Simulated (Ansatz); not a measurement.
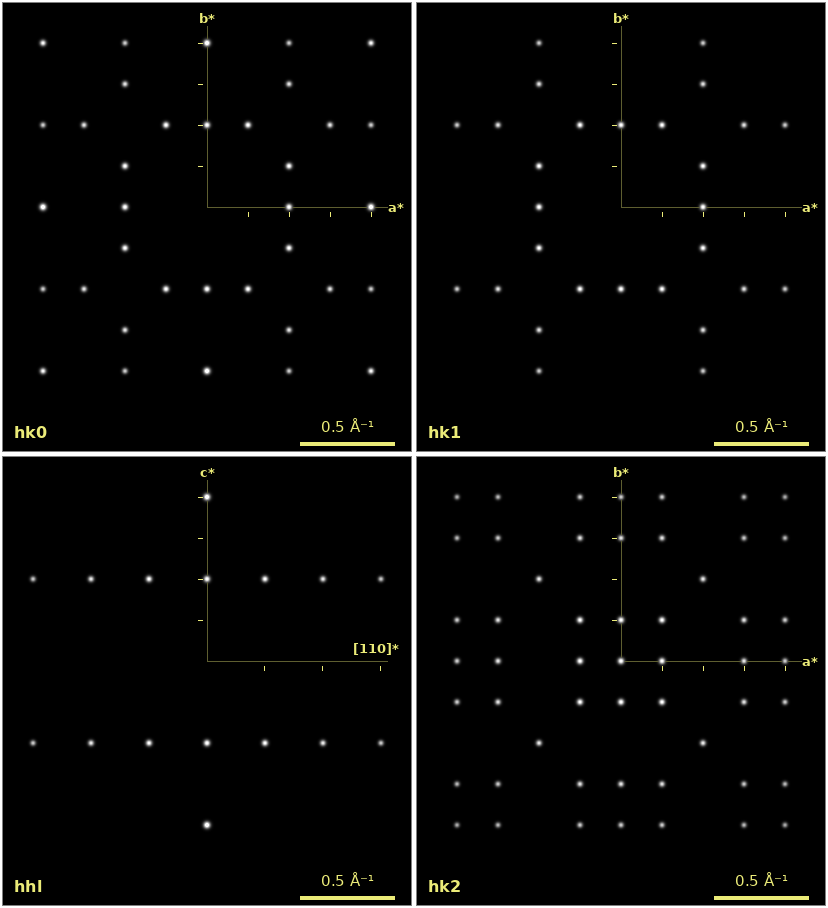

Four undistorted layers of reciprocal space, calculated for a single crystal (X-rays, kinematic |F|², B = 0.5 Å²). Tick marks count the reciprocal lattice steps of the conventional cell along each axis.

Question: What cell do the layers give?

Answer: a* = 0.218, b* = 0.218, c* = 0.218 Å⁻¹; the cell is cubic with a = 4.58 Å.

Question: List the systematic absences.

Answer: Reflections are present only under these conditions. hkl: no condition; hk0: no condition; hhl: l = 2n; h00: h = 2n. The lattice is primitive (P). Further gaps, such as 0 4 1, 4 0 1, 1 4 0, come from atoms on special positions, not from the group's general conditions. A few very weak reflections are below the display threshold.

Question: Which space groups fit?

Answer: The intensities have Laue symmetry m-3m (the hk0 layer shows 4mm, hk1 shows 4mm). With these conditions the candidates are P-43n (No. 218), Pm-3n (No. 223). Diffraction geometry alone does not choose among them; the structure has Pm-3n. The compound is Fe. Structure: the input geometry of an electronic-structure calculation (not necessarily at equilibrium); the starting structure was generated, so it need not be a known form of this composition.
